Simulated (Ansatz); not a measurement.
## Run report: C4HSi4, geometry relaxation (part 4 of 4)

The same run, continued: C4HSi4 (slab, 9 atoms in the cell); DFT PBEsol, scalar-relativistic, plane waves, PAW, spin-polarised (Ansatz 0.2.0); cutoff 420 eV, 9×9×1 k-mesh, Gaussian smearing of 0.05 eV, collinear spins. The structure derives from an entry of the Crystallography Open Database. The input holds or restrains some coordinates. Forces given for the steps count only the free coordinates. It belongs to a series of runs on one base structure; here: H put at a top Si site.

Geometry of the input (Å; fractional positions):
```
3.0806  0.0000  0.0000
0.0000  3.0806  0.0000
0.0000  0.0000  26.6241
C  0.0000  0.5000  0.3193
Si 0.5000  0.5000  0.3602
C  0.5000  0.0000  0.4011
Si 0.0000  0.0000  0.4420
C  0.0000  0.5000  0.4831
Si 0.5000  0.5000  0.5238
C  0.5000  0.0000  0.5646
Si 0.0000  0.0000  0.6062
H  0.0000  0.0000  0.6595
```

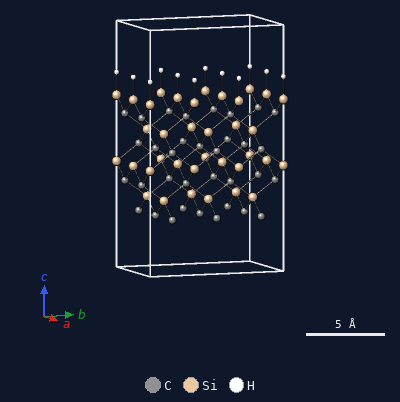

**Figure 1.** The geometry at step 3 of the log (ball-and-stick view of the 2 × 3 repeat of the cell, with the vacuum cut short, seen slightly off an axis).

**Output, continued**
```
Work function:   Φ+ = 3.5973 eV   Φ− = 6.7367 eV
Levels:          The Fermi level and band energies are counted from a zero that moves with the ramp; work functions are not
--- Per-component energies (eV) ---
  E_band       = -215.621852
  E_kinetic    = 539.332741
  E_local      = -20205.407850  (includes V_loc(G=0)·N_el)
  E_nonlocal   = 210.568003
  E_hartree    = 9856.778454
  E_xc         = -420.913600
  E_vxc        = -439.537087  (∫ρ·V_xc dr)
  E_paw        = -2376.641810  (= ΣΔE_a)
  E_vpaw       = -36.314459  (= ΣTr[D̂ρ^β])
  E_aug_tail   = -0.001119  (compensation charges beyond the density's cutoff)
  E_efield     = 0.009707  (sawtooth field / dipole correction)
  E_vefield    = 2.180868  (∫n·V_field dr)
  E_ewald      = 8911.207137
  E_core_change = 0.210645  (= ΣΔE_core)
  E_smearing   = -0.001343  (= −TS)
  E_closure    = 0.000000  (closes the sum)
  Σ components = -3484.859034   (vs F -3484.859034, Δ=0.00e0)
--- Forces (eV/Å), atoms counted from 1 ---
  atom   1  C      0.00000000     0.00000000     2.10904378
  atom   2  Si     0.00000000     0.00000000    -2.45073678
  atom   3  C      0.00000000     0.00000000     0.76618396
  atom   4  Si     0.00000000     0.00000000    -0.41622678
  atom   5  C      0.00000000     0.00000000    -0.00928880
  atom   6  Si     0.00000000     0.00000000     0.00338783
  atom   7  C      0.00000000     0.00000000     0.00050693
  atom   8  Si     0.00000000     0.00000000    -0.00051304
  atom   9  H      0.00000000     0.00000000    -0.00237046
  max |Σ_I F_I| component: 1.34e-5 eV/Å
--- Band table (eV; the first three rows and the last of 50) ---
  k-point 0 ↑: bands = ["-16.2912", "-15.1121", "-13.4832", "-11.0767", "-9.0336", "-6.5977", "-4.5600", "-4.3316", "-4.1034", "-3.3286", "-3.1179", "-2.7292", "-2.1972", "-1.8658", "-0.9684", "-0.6503", "0.6878", "1.3718", "1.6813", "2.7644", "3.4385", "3.8294", "4.3081", "4.7329", "5.0550", "5.4746"]
  k-point 1 ↑: bands = ["-16.1348", "-14.9654", "-13.3617", "-11.0159", "-8.9272", "-6.6514", "-5.1561", "-4.5635", "-4.2262", "-3.9210", "-3.2391", "-2.8035", "-2.2995", "-2.1466", "-0.8983", "-0.6444", "0.9720", "1.1183", "1.8051", "3.1300", "3.5797", "4.3172", "4.4550", "4.7323", "5.2538", "6.0889"]
  k-point 2 ↑: bands = ["-15.6734", "-14.5389", "-13.0338", "-10.9204", "-8.6564", "-7.3746", "-6.2146", "-5.5245", "-4.7978", "-3.9293", "-3.4216", "-2.9946", "-2.6559", "-2.0268", "-1.0027", "-0.6482", "0.3178", "0.7423", "2.1672", "3.4242", "3.8123", "4.7655", "5.3154", "6.0045", "6.1996", "6.3403"]
  k-point 24 ↓: bands = ["-12.1795", "-11.6053", "-11.0783", "-8.8875", "-8.7580", "-8.4871", "-8.0680", "-7.2226", "-6.0388", "-5.7538", "-4.9888", "-4.9255", "-4.8231", "-4.3353", "-3.5451", "-2.1281", "-0.5908", "-0.1335", "1.4600", "2.7867", "3.5659", "3.8884", "4.4911", "4.6153", "5.6384", "6.1747"]
--- Relaxed structure (5 steps of the walk, 5 accepted, 0 SCFs on fresh bases) ---
  F+E_penalty+E_count = -3484.85903419 eV   max|allowed force component| = 9.289e-3 eV/Å
  atoms:
    - { symbol: C, position: [0.0, 0.5, 0.3192590629] }
    - { symbol: Si, position: [0.5, 0.5, 0.3601679335] }
    - { symbol: C, position: [0.5, 0.0, 0.40107680419999997] }
    - { symbol: Si, position: [0.0, 0.0, 0.4419856749] }
    - { symbol: C, position: [0.0, 0.5, 0.48388564217918223] }
    - { symbol: Si, position: [0.5, 0.5, 0.523949799102626] }
    - { symbol: C, position: [0.5, 0.0, 0.5658213545187634] }
    - { symbol: Si, position: [0.0, 0.0, 0.6042149103432054] }
    - { symbol: H, position: [0.0, 0.0, 0.6601916730450142] }
--- Löwdin populations: 9 sites ---
  site symbol       q [e]    m [muB]
     0      C      4.4304     0.7146
     1     Si      2.9979    -0.0184
     2      C      4.9425     0.0717
     3     Si      2.9710     0.0091
     4      C      4.9643     0.0056
     5     Si      2.9486     0.0005
     6      C      4.9243     0.0011
     7     Si      3.4144    -0.0004
     8      H      1.0221    -0.0002
  spilling = 0.011654 (of n_electrons = 33.000000)
```

**File populations.tsv**
```
# site	symbol	l	j	q_up	q_dn
# orbitals = lowdin
# n_electrons = 33.000000
# spilling = 0.011654
0	C	0_2S	-	0.760225	0.661111
0	C	1_2P	-	1.812269	1.196757
1	Si	0_3S	-	0.454627	0.458532
1	Si	1_3P	-	1.035102	1.049594
2	C	0_2S	-	0.592677	0.584263
2	C	1_2P	-	1.914394	1.851144
3	Si	0_3S	-	0.459905	0.457148
3	Si	1_3P	-	1.030154	1.023791
4	C	0_2S	-	0.579825	0.580414
4	C	1_2P	-	1.905098	1.898949
5	Si	0_3S	-	0.461032	0.460751
5	Si	1_3P	-	1.013530	1.013329
6	C	0_2S	-	0.577763	0.577625
6	C	1_2P	-	1.884973	1.883975
7	Si	0_3S	-	0.502590	0.502674
7	Si	1_3P	-	1.204383	1.204748
8	H	0_1S	-	0.510943	0.511121
```

**Trajectory as extended XYZ (Å, eV, eV/Å), 5 frames, from step=1 to step=5**
```
9
Lattice="3.0806 0.0000 0.0000 0.0000 3.0806 0.0000 0.0000 0.0000 26.6241" Properties=species:S:1:pos:R:3:forces:R:3 step=1 energy=-3484.74720
C     0.0000    1.5403    8.5000    0.0000   0.0000   2.0898
Si    1.5403    1.5403    9.5892    0.0000   0.0000  -2.4103
C     1.5403    0.0000   10.6783    0.0000   0.0000   0.6770
Si    0.0000    0.0000   11.7675    0.0000   0.0000  -0.5980
C     0.0000    1.5403   12.8618    0.0000   0.0000   0.4334
Si    1.5403    1.5403   13.9470    0.0000   0.0000  -0.3304
C     1.5403    0.0000   15.0307    0.0000   0.0000   1.4619
Si    0.0000    0.0000   16.1396    0.0000   0.0000  -2.7308
H     0.0000    0.0000   17.5596    0.0000   0.0000   1.4078
9
Lattice="3.0806 0.0000 0.0000 0.0000 3.0806 0.0000 0.0000 0.0000 26.6241" Properties=species:S:1:pos:R:3:forces:R:3 step=2 energy=-3484.83896
C     0.0000    1.5403    8.5000    0.0000   0.0000   2.0957
Si    1.5403    1.5403    9.5892    0.0000   0.0000  -2.4245
C     1.5403    0.0000   10.6783    0.0000   0.0000   0.7069
Si    0.0000    0.0000   11.7675    0.0000   0.0000  -0.4994
C     0.0000    1.5403   12.8711    0.0000   0.0000   0.2319
Si    1.5403    1.5403   13.9489    0.0000   0.0000  -0.3257
C     1.5403    0.0000   15.0395    0.0000   0.0000   0.7580
Si    0.0000    0.0000   16.0984    0.0000   0.0000  -1.0189
H     0.0000    0.0000   17.5626    0.0000   0.0000   0.4728
9
Lattice="3.0806 0.0000 0.0000 0.0000 3.0806 0.0000 0.0000 0.0000 26.6241" Properties=species:S:1:pos:R:3:forces:R:3 step=3 energy=-3484.85891
C     0.0000    1.5403    8.5000    0.0000   0.0000   2.1083
Si    1.5403    1.5403    9.5892    0.0000   0.0000  -2.4469
C     1.5403    0.0000   10.6783    0.0000   0.0000   0.7548
Si    0.0000    0.0000   11.7675    0.0000   0.0000  -0.4489
C     0.0000    1.5403   12.8800    0.0000   0.0000   0.0401
Si    1.5403    1.5403   13.9481    0.0000   0.0000  -0.0403
C     1.5403    0.0000   15.0602    0.0000   0.0000   0.0346
Si    0.0000    0.0000   16.0830    0.0000   0.0000  -0.0060
H     0.0000    0.0000   17.5730    0.0000   0.0000   0.0030
9
Lattice="3.0806 0.0000 0.0000 0.0000 3.0806 0.0000 0.0000 0.0000 26.6241" Properties=species:S:1:pos:R:3:forces:R:3 step=4 energy=-3484.85895
C     0.0000    1.5403    8.5000    0.0000   0.0000   2.1072
Si    1.5403    1.5403    9.5892    0.0000   0.0000  -2.4469
C     1.5403    0.0000   10.6783    0.0000   0.0000   0.7562
Si    0.0000    0.0000   11.7675    0.0000   0.0000  -0.4503
C     0.0000    1.5403   12.8800    0.0000   0.0000   0.0424
Si    1.5403    1.5403   13.9481    0.0000   0.0000  -0.0396
C     1.5403    0.0000   15.0602    0.0000   0.0000   0.0349
Si    0.0000    0.0000   16.0830    0.0000   0.0000  -0.0064
H     0.0000    0.0000   17.5730    0.0000   0.0000   0.0027
9
Lattice="3.0806 0.0000 0.0000 0.0000 3.0806 0.0000 0.0000 0.0000 26.6241" Properties=species:S:1:pos:R:3:forces:R:3 step=5 energy=-3484.85903
C     0.0000    1.5403    8.5000    0.0000   0.0000   2.1090
Si    1.5403    1.5403    9.5892    0.0000   0.0000  -2.4507
C     1.5403    0.0000   10.6783    0.0000   0.0000   0.7662
Si    0.0000    0.0000   11.7675    0.0000   0.0000  -0.4162
C     0.0000    1.5403   12.8830    0.0000   0.0000  -0.0093
Si    1.5403    1.5403   13.9497    0.0000   0.0000   0.0034
C     1.5403    0.0000   15.0645    0.0000   0.0000   0.0005
Si    0.0000    0.0000   16.0867    0.0000   0.0000  -0.0005
H     0.0000    0.0000   17.5770    0.0000   0.0000  -0.0024
```

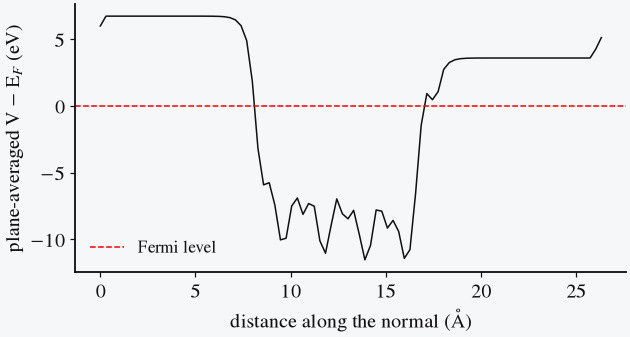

**Figure 2.** Plane average of the electrostatic potential energy of an electron across the cell, from the Fermi level. The vacuum level lies 3.60 eV above the Fermi level on the upper side and 6.74 eV on the lower.

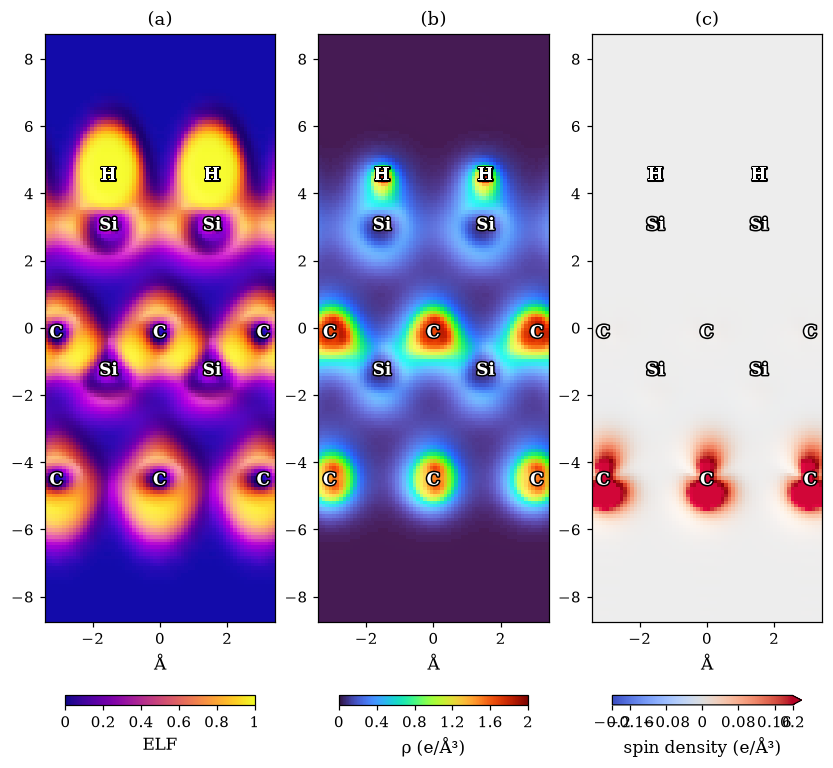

**Figure 3.** (a) ELF; (b) valence pseudo-density; (c) spin density (up minus down) on the (100) plane of the calculation cell, a cut from vacuum to vacuum. Atoms in the plane: C, Si and H. Si–H (1.49 Å): ρ is about 0.73 e/Å³ halfway; the ELF climbs to about 1 towards the hydrogen, as it does in any bond to H (a covalent bond by its length). The density dies away to nearly zero in the vacuum. The spin density sits on C: +0.4 μB in one cell of 9 atoms. The cell of the calculation (9 atoms) carries 0.8 μB net. Core electrons are frozen (PAW), so the fields are smoothed inside the atomic spheres.

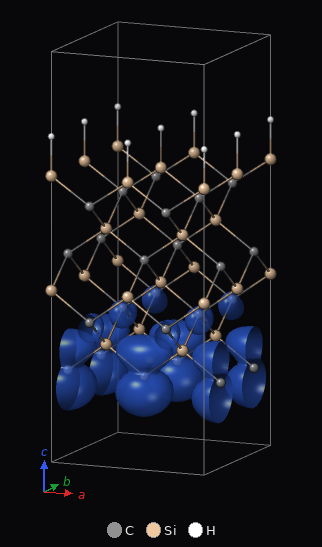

**Figure 4.** Isosurfaces of the spin density (up minus down) at +0.02 (blue) and −0.02 e/Å³ (red), seen slightly off an axis. Sticks mark near contacts. The spin density sits on C: +0.4 μB in one cell of 9 atoms. The cell of the calculation (9 atoms) carries 0.8 μB net. Only one sign reaches the isovalue.
